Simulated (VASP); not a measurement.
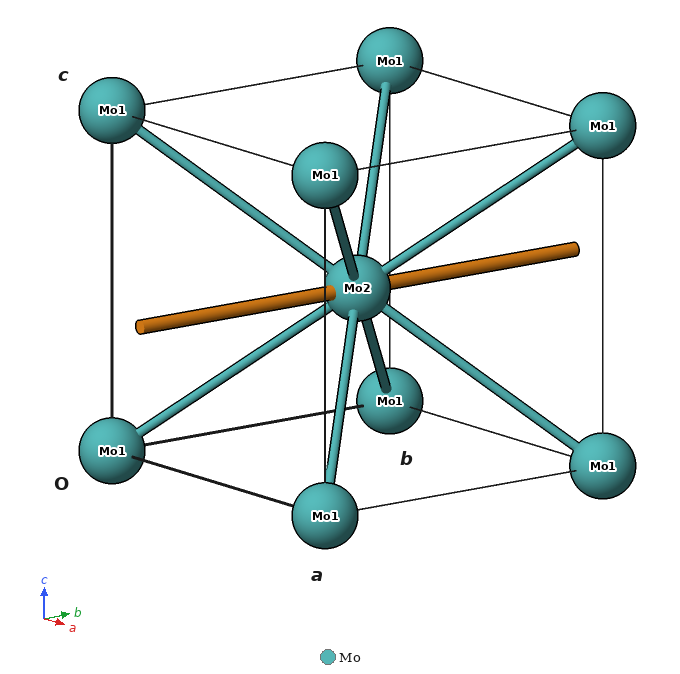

The coloured rod is the axis of a symmetry operation of the crystal. Crystal: Mo, a cell listed in the Materials Project, as set up for an electronic-structure calculation. Symmetry computed with spglib at a tolerance of 0.002 Å; standard conventional cell.

a = 3.168 Å, b = 3.168 Å, c = 3.168 Å, α = 90.00°, β = 90.00°, γ = 90.00°.

```tsv
atom	x	y	z
Mo1	0.0000	0.0000	0.0000
Mo2	0.5000	0.5000	0.5000
```

Take the operation x, y, z → z, y, −x+1.

Question: What kind of operation is it, and where does it lie?

Answer: It is a 4-fold rotation, about the line along [0 1 0] through (1/2, 1/2, 1/2).

Question: Onto which atom does it carry each atom (up to whole multiples of a, b and c)?

Answer: Mo1 → Mo1, Mo2 → Mo2.

Question: What is the crystal's space group?

Answer: No. 229, Im-3m.
